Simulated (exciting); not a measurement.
# Electron–core-hole interaction in the N K spectrum of AlN

Wanted: the near-edge spectrum and the bound core excitons at the N K edge of AlN.

Main program and level: exciting sodium; X-ray absorption, core-level Bethe-Salpeter equation, exchange and statically screened direct term, Tamm-Dancoff, all-electron LAPW+lo LDA.

The database entry behind the starting cell differs from later determinations by our own check (inner coordinate u about 0.002 short), so it need not match the best structure at ambient conditions.

## 1. Starting point

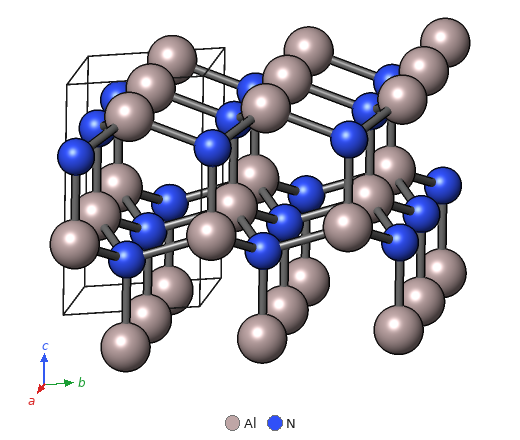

The starting structure, seen slightly off an axis (aluminium light grey, nitrogen blue). 3×3×1 cells are drawn. Some periodic images of atoms are drawn too.

As a file:

```cif
data_structure
_symmetry_space_group_name_H-M 'P 1'
_symmetry_Int_Tables_number 1
_cell_length_a 3.1130
_cell_length_b 3.1130
_cell_length_c 4.9810
_cell_angle_alpha 90.000
_cell_angle_beta 90.000
_cell_angle_gamma 120.000
_cell_volume 41.80
loop_
_atom_site_label
_atom_site_type_symbol
_atom_site_fract_x
_atom_site_fract_y
_atom_site_fract_z
_atom_site_occupancy
Al1 Al 0.66667 0.33333 0.50000 1
Al2 Al 0.33333 0.66667 0.00000 1
N3 N 0.66667 0.33333 0.88000 1
N4 N 0.33333 0.66667 0.38000 1
```

Differences between curves are given as r.m.s. difference over r.m.s. height.

## 2. The self-consistent potential

The species files are the program's own, with muffin-tin radii set in the input.

Input file input.xml:

```
<input>
  <title>AlN</title>
  <structure speciespath="." autormt="false" epslat="1.0e-5">
    <crystal>
      <basevect>5.8827174249 0.0000000000 0.0000000000</basevect>
      <basevect>-2.9413587124 5.0945827333 0.0000000000</basevect>
      <basevect>0.0000000000 0.0000000000 9.4127258250</basevect>
    </crystal>
    <species speciesfile="Al.xml" rmt="2.011">
      <atom coord="0.6666666667 0.3333333333 0.5000000000"/>
      <atom coord="0.3333333333 0.6666666667 0.0000000000"/>
    </species>
    <species speciesfile="N.xml" rmt="1.458">
      <atom coord="0.6666666667 0.3333333333 0.8800000000"/>
      <atom coord="0.3333333333 0.6666666667 0.3800000000"/>
    </species>
  </structure>
  <groundstate do="fromscratch" xctype="LDA_PW" ngridk="6 6 3" rgkmax="7" gmaxvr="14" nempty="8" swidth="0.001" maxscl="100" epsengy="1e-5"/>
</input>
```

The run is started by

```sh
OMP_NUM_THREADS=1 mpirun -n 4 exciting
```

Numbers of over 12 decimals in the logs are rounded to 6 here.

What it wrote:

```text
EXCITING SODIUM started
********************************************************************************
* Ground-state run starting from atomic densities                              *
********************************************************************************
+ Starting initialization                                                      +
[... lattice and species ...]
 Spin treatment                             :    spin-unpolarised
 Number of Bravais lattice symmetries       :      24
[...]
valence-band maximum at    1      0.0000  0.0000  0.0000
     conduction-band minimum at    1      0.0000  0.0000  0.0000
+ Self-consistent loop stopped                                                 +
 STATE.OUT is written
********************************************************************************
* Groundstate module stopped                                                   *
********************************************************************************
 Total time spent (seconds)                 :        49.12
| EXCITING SODIUM stopped                                                      =
[key lines of the parts left out:]
Total energy                               :      -592.85394059
Fermi energy                               :         0.28631368
```

The job ended after 51 s (4 MPI ranks of Arm Neoverse V1, shared host).

The mesh shows a gap of 4.24 eV. Core levels (Dirac, from the valence top):

```tsv
atom	level	energy (eV)
Al	1s1/2	-1496.2
Al	2s1/2	-99.7
N	1s1/2	-370.3
```

## 3. A richer basis for the empty states

Each species file gets more local orbitals, built from u and its energy derivative at 0.15 Ha and u at 0.9 Ha.

input.xml is that of step 2.

Input file SPECIES.xml, added lines:

```
<lo l="L">  <!-- L = 0, 1, 2 -->
  <wf matchingOrder="0" trialEnergy="0.1500" searchE="false"/>
  <wf matchingOrder="1" trialEnergy="0.1500" searchE="false"/>
  <wf matchingOrder="0" trialEnergy="0.9000" searchE="false"/>
</lo>
```

The run is started by

```sh
OMP_NUM_THREADS=1 mpirun -n 4 exciting
```

What it wrote:

```text
EXCITING SODIUM started
********************************************************************************
* Ground-state run starting from atomic densities                              *
********************************************************************************
+ Starting initialization                                                      +
[... lattice and species ...]
 Spin treatment                             :    spin-unpolarised
 Number of Bravais lattice symmetries       :      24
[...]
valence-band maximum at    1      0.0000  0.0000  0.0000
     conduction-band minimum at    1      0.0000  0.0000  0.0000
+ Self-consistent loop stopped                                                 +
 STATE.OUT is written
********************************************************************************
* Groundstate module stopped                                                   *
********************************************************************************
 Total time spent (seconds)                 :        48.87
| EXCITING SODIUM stopped                                                      =
[key lines of the parts left out:]
Total energy                               :      -592.85464086
Fermi energy                               :         0.28660347
```

It took 50 s on 4 MPI ranks.

Against the first ground state the total energy moves by -5 meV an atom and the gap by 0.00 eV.

## 4. Screening, kernels and BSE for N atom 3

The absorber has 4 Al at 1.89 Å (tetrahedral, site symmetry 3m).

input.xml, as its differences from that of step 3:

```diff
@@ -17,3 +17,20 @@
   </structure>
-  <groundstate do="fromscratch" xctype="LDA_PW" ngridk="6 6 3" rgkmax="7" gmaxvr="14" nempty="8" swidth="0.001" maxscl="100" epsengy="1e-5"/>
+  <groundstate do="skip" xctype="LDA_PW" ngridk="6 6 3" rgkmax="7" gmaxvr="14" nempty="8" swidth="0.001" maxscl="100" epsengy="1e-5"/>
+  <xs xstype="BSE" ngridk="5 5 3" ngridq="5 5 3" vkloff="0.097 0.273 0.493" rgkmax="7" nempty="21" gqmax="3" lmaxapwwf="5" lmaxemat="2" broad="0.01654" tevout="true">
+    <energywindow intv="13.321 14.938" points="439"/>
+    <screening screentype="full" nempty="38"/>
+    <BSE xas="true" xasspecies="2" xasatom="1" xasedge="K" bsetype="singlet" nstlxas="1 17"/>
+    <qpointset>
+      <qpoint>0 0 0</qpoint>
+    </qpointset>
+    <plan>
+      <doonly task="xsgeneigvec"/>
+      <doonly task="writepmatxs"/>
+      <doonly task="scrgeneigvec"/>
+      <doonly task="scrwritepmat"/>
+      <doonly task="screen"/>
+      <doonly task="scrcoulint"/>
+      <doonly task="exccoulint"/>
+    </plan>
+  </xs>
 </input>
```

Input file input.xml for the last start (plan only):

```
  <plan>
    <doonly task="bse"/>
  </plan>
```

The run is started by

```sh
OMP_NUM_THREADS=1 mpirun -n 4 exciting
OMP_NUM_THREADS=4 exciting
```

What it wrote:

```text
| EXCITING SODIUM started for task xsgeneigvec ( 301)                          =
One-shot GS runs for BSE calculations
One-shot GS runs for k+qmt/2 grids
Info(xsgeneigvec): Generating eigenvectors for Q-point      1
Info(xsgeneigvec): Generation of eigenvectors finished
| EXCITING SODIUM started for task writepmatxs ( 320)                          =
Info(writepmatxs): Momentum matrix elements finished
| EXCITING SODIUM started for task scrgeneigvec ( 401)                         =
One-shot GS runs for BSE calculations
One-shot GS runs for k+qmt/2 grids
[...]
Info(setup_bse_block): Setting up RR part of hamiltonian
Info(setup_bse_block): Singlet spin state
Info(bse): Diagonalizing RR Hamiltonian (TDA)
Info(bse): Invoking Lapack routine ZHEEVR
      2550 eigen solutions found in the interval:
         i1=       1 i2=    2550
Info(bse): Writing excition energies and oscillator strengths to text file.
Info(makespectrum_dist): Making spectrum using formula for coupling with time reversed AR basis.
Info(makespectrum_dist): Using formalism for vanishing momentum transfer.
Info(writederived): Writing quantities derived from the macroscopic dielectric function.
Info(bselauncher): Spectrum finished for iqmt=  1
Info(bselauncher): All done for BSE type singlet
```

Run time: 8.3 min. Hardware: 4 MPI ranks.

Wall time by task: xsgeneigvec 9.3 s, writepmatxs 5.5 s, scrgeneigvec 9.5 s, scrwritepmat 3.3 s, screen 2 min, scrcoulint 3.1 min, exccoulint 2.6 min, bse 8.2 s.

The N K spectrum of N atom 3 (energy from the Kohn–Sham onset, core level to the lowest empty state found on the meshes used, 374.50 eV; the ground-state mesh sets it, and the shifted mesh has its lowest transition 0.68 eV above it; Im ε scaled to the maximum of the singlet run; cut below the end of the band set):

```tsv
E (eV)	isotropic	ε ⊥ c	ε ∥ c
-4.0	0.02	0.02	0.02
-3.0	0.03	0.03	0.04
-2.0	0.06	0.06	0.06
-1.0	0.15	0.14	0.16
0.0	0.74	0.69	0.83
1.0	0.74	0.74	0.74
2.0	0.57	0.63	0.45
3.0	0.79	0.91	0.54
4.0	0.59	0.55	0.69
5.0	0.47	0.39	0.65
6.0	0.51	0.52	0.50
7.0	0.27	0.28	0.26
8.0	0.19	0.22	0.13
9.0	0.16	0.18	0.12
10.0	0.18	0.18	0.18
11.0	0.15	0.13	0.19
12.0	0.10	0.09	0.10
13.0	0.12	0.11	0.14
14.0	0.13	0.12	0.14
```

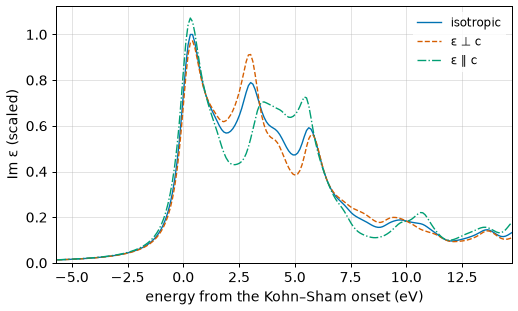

The N K edge of N atom 3.

Maxima (height): 0.3 eV (1.00), 3.0 eV (0.79), 5.6 eV (0.59) and 9.7 eV (0.19).

The Hamiltonian has 2550 rows. The lowest groups of eigenvalues and the brightest ones, on the scale above (the program counts from the shifted mesh's onset, 0.68 eV higher). Core spinors bring spin-forbidden partners, so dark means forbidden by spin or by symmetry, and the shifted mesh splits states that symmetry would keep together:

```tsv
energy (eV)	states within 10 meV	relative strength
-0.443	1	dark
-0.425	1	0.069
0.096	1	dark
0.108	2	0.39
0.133	2	0.82
0.144	1	0.26
0.291	1	0.66
0.345	1	1.00
0.375	1	0.74
2.943	3	0.62
2.996	1	0.61
5.522	1	0.79
```

## 5. Independent particles

input.xml, as its differences from that of step 4:

```diff
@@ -21,3 +21,3 @@
     <screening screentype="full" nempty="38"/>
-    <BSE xas="true" xasspecies="2" xasatom="1" xasedge="K" bsetype="singlet" nstlxas="1 17"/>
+    <BSE xas="true" xasspecies="2" xasatom="1" xasedge="K" bsetype="IP" nstlxas="1 17"/>
     <qpointset>
@@ -26,9 +26,3 @@
     <plan>
-      <doonly task="xsgeneigvec"/>
-      <doonly task="writepmatxs"/>
-      <doonly task="scrgeneigvec"/>
-      <doonly task="scrwritepmat"/>
-      <doonly task="screen"/>
-      <doonly task="scrcoulint"/>
-      <doonly task="exccoulint"/>
+      <doonly task="bse"/>
     </plan>
```

The run is started by

```sh
OMP_NUM_THREADS=4 exciting
```

What it wrote:

```text
| EXCITING SODIUM started for task bse ( 445)                                  =
Info(bselauncher): Init time:    0.325275
Info(bselauncher): Setting up and diagonalizing BSE Hamiltonian.
Info(bselauncher): Using momentum transfer vectors from list :   1 to  1
Info(bselauncher): Distributing qmt-points over   1 processes.
Info(bselauncher): BSE type: IP
Info(bselauncher): Momentum transfer list index: iqmt=  1
Info(bselauncher): Momentum transfer: vqmtl=   0.000   0.000   0.000
Info(bse): Inspecting occupations...
Info(setranges_modxs): Number of non-reduced k-points:       75
[...]
highest unoccupied state:  31
  Opening gap with a scissor of:      0.000/H      0.000/eV
Info(select_transitions): Number of participating transitions:    2550
Info(bse): Selecting transitions...
Info(bse):bsegap (eV):   375.177846
Info(bse): IP requested, nothing much to do
Info(bse): Writing excition energies and oscillator strengths to text file.
Info(makespectrum_dist): Making spectrum using formula for coupling with time reversed AR basis.
Info(makespectrum_dist): Using formalism for vanishing momentum transfer.
Info(writederived): Writing quantities derived from the macroscopic dielectric function.
Info(bselauncher): Spectrum finished for iqmt=  1
Info(bselauncher): All done for BSE type IP
```

Elapsed: 1.5 s, on 4 threads.

Maxima (height): 2.3 eV (0.33), 5.3 eV (0.57), 7.2 eV (0.83), 10.4 eV (0.36) and 14.3 eV (0.21). The spectrum differs from the singlet run by 77 % r.m.s. Moving the earlier curve by +4.4 eV leaves 36 %. The highest maximum lies at 7.2 eV (0.83), against 0.3 eV (1.00).

## 6. Exchange alone

input.xml, as its differences from that of step 5:

```diff
@@ -21,3 +21,3 @@
     <screening screentype="full" nempty="38"/>
-    <BSE xas="true" xasspecies="2" xasatom="1" xasedge="K" bsetype="IP" nstlxas="1 17"/>
+    <BSE xas="true" xasspecies="2" xasatom="1" xasedge="K" bsetype="RPA" nstlxas="1 17"/>
     <qpointset>
```

The run is started by

```sh
OMP_NUM_THREADS=4 exciting
```

What it wrote:

```text
| EXCITING SODIUM started for task bse ( 445)                                  =
Info(bselauncher): Init time:    0.325249
Info(bselauncher): Setting up and diagonalizing BSE Hamiltonian.
Info(bselauncher): Using momentum transfer vectors from list :   1 to  1
Info(bselauncher): Distributing qmt-points over   1 processes.
Info(bselauncher): BSE type: RPA
Info(bselauncher): Momentum transfer list index: iqmt=  1
Info(bselauncher): Momentum transfer: vqmtl=   0.000   0.000   0.000
Info(bse): Inspecting occupations...
Info(setranges_modxs): Number of non-reduced k-points:       75
[...]
Info(setup_bse_block): Setting up RR part of hamiltonian
Info(setup_bse_block): Using RPA approximation
Info(bse): Diagonalizing RR Hamiltonian (TDA)
Info(bse): Invoking Lapack routine ZHEEVR
      2550 eigen solutions found in the interval:
         i1=       1 i2=    2550
Info(bse): Writing excition energies and oscillator strengths to text file.
Info(makespectrum_dist): Making spectrum using formula for coupling with time reversed AR basis.
Info(makespectrum_dist): Using formalism for vanishing momentum transfer.
Info(writederived): Writing quantities derived from the macroscopic dielectric function.
Info(bselauncher): Spectrum finished for iqmt=  1
Info(bselauncher): All done for BSE type RPA
```

The job ended after 9 s (4 threads).

Maxima (height): 2.4 eV (0.31), 5.3 eV (0.54), 7.3 eV (0.81), 10.4 eV (0.37) and 14.3 eV (0.22). Against the independent-particle run the r.m.s. difference is 5 %.

## 7. Local-field cutoff

Changed against the first singlet run: cutoff of the screened term (bohr⁻¹) from 3 to 4.

input.xml, as its differences from that of step 6:

```diff
@@ -18,6 +18,6 @@
   <groundstate do="skip" xctype="LDA_PW" ngridk="6 6 3" rgkmax="7" gmaxvr="14" nempty="8" swidth="0.001" maxscl="100" epsengy="1e-5"/>
-  <xs xstype="BSE" ngridk="5 5 3" ngridq="5 5 3" vkloff="0.097 0.273 0.493" rgkmax="7" nempty="21" gqmax="3" lmaxapwwf="5" lmaxemat="2" broad="0.01654" tevout="true">
+  <xs xstype="BSE" ngridk="5 5 3" ngridq="5 5 3" vkloff="0.097 0.273 0.493" rgkmax="7" nempty="21" gqmax="4" lmaxapwwf="5" lmaxemat="2" broad="0.01654" tevout="true">
     <energywindow intv="13.321 14.938" points="439"/>
     <screening screentype="full" nempty="38"/>
-    <BSE xas="true" xasspecies="2" xasatom="1" xasedge="K" bsetype="RPA" nstlxas="1 17"/>
+    <BSE xas="true" xasspecies="2" xasatom="1" xasedge="K" bsetype="singlet" nstlxas="1 17"/>
     <qpointset>
@@ -26,3 +26,5 @@
     <plan>
-      <doonly task="bse"/>
+      <doonly task="xsgeneigvec"/>
+      <doonly task="screen"/>
+      <doonly task="scrcoulint"/>
     </plan>
```

Input file input.xml for the exchange start (cutoff and plan only):

```
  gqmax="3"
  <plan>
    <doonly task="exccoulint"/>
  </plan>
```

Input file input.xml for the last start (plan only):

```
  <plan>
    <doonly task="bse"/>
  </plan>
```

The run is started by

```sh
OMP_NUM_THREADS=1 mpirun -n 4 exciting
OMP_NUM_THREADS=1 mpirun -n 4 exciting
OMP_NUM_THREADS=4 exciting
```

What it wrote:

```text
| EXCITING SODIUM started for task xsgeneigvec ( 301)                          =
One-shot GS runs for BSE calculations
One-shot GS runs for k+qmt/2 grids
Info(xsgeneigvec): Generating eigenvectors for Q-point      1
Info(xsgeneigvec): Generation of eigenvectors finished
| EXCITING SODIUM started for task screen ( 430)                               =
Info(screenlauncher): Calculating screening for unshifted q-grid.
Info(screenlauncher): Number of q points:      15
Info(screenlauncher): lowest (partially)  unoccupied state:     15
[...]
Info(setup_bse_block): Setting up RR part of hamiltonian
Info(setup_bse_block): Singlet spin state
Info(bse): Diagonalizing RR Hamiltonian (TDA)
Info(bse): Invoking Lapack routine ZHEEVR
      2550 eigen solutions found in the interval:
         i1=       1 i2=    2550
Info(bse): Writing excition energies and oscillator strengths to text file.
Info(makespectrum_dist): Making spectrum using formula for coupling with time reversed AR basis.
Info(makespectrum_dist): Using formalism for vanishing momentum transfer.
Info(writederived): Writing quantities derived from the macroscopic dielectric function.
Info(bselauncher): Spectrum finished for iqmt=  1
Info(bselauncher): All done for BSE type singlet
```

Run time: 13 min. Hardware: 4 MPI ranks.

The spectrum differs from the singlet run by 6 % r.m.s. The highest maximum lies at 0.3 eV (1.09), against 0.3 eV (1.00). The kernels miss the short-range part of the Coulomb interaction, its components above their cutoff.

```tsv
E (eV)	first run	this run
-4.0	0.02	0.02
-3.0	0.03	0.04
-2.0	0.06	0.06
-1.0	0.15	0.16
0.0	0.74	0.85
1.0	0.74	0.77
2.0	0.57	0.60
3.0	0.79	0.80
4.0	0.59	0.58
5.0	0.47	0.46
6.0	0.51	0.47
7.0	0.27	0.26
8.0	0.19	0.18
9.0	0.16	0.16
10.0	0.18	0.18
11.0	0.15	0.14
12.0	0.10	0.09
13.0	0.12	0.12
14.0	0.13	0.12
```

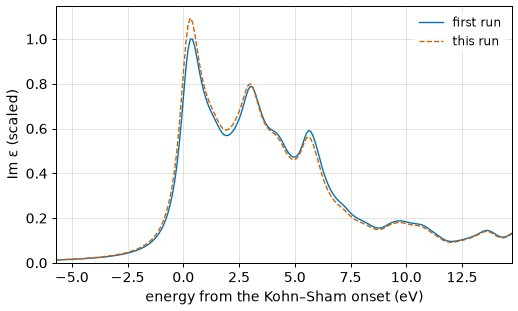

This run beside the first singlet run.

(Part 1 of 2 ends here.)

[Banner, clock and machine lines of the logs are left out without a mark of their own.]

[Logs are printed without paths, hosts, clocks, repeated set-up lines and the standing remarks that a program may print on its own settings, such as how far it seeks lower states.]

[Hosts, paths, dates, database ids (printed as entryN), source tags and the programs' standing remarks are cut or masked in the printed files.]
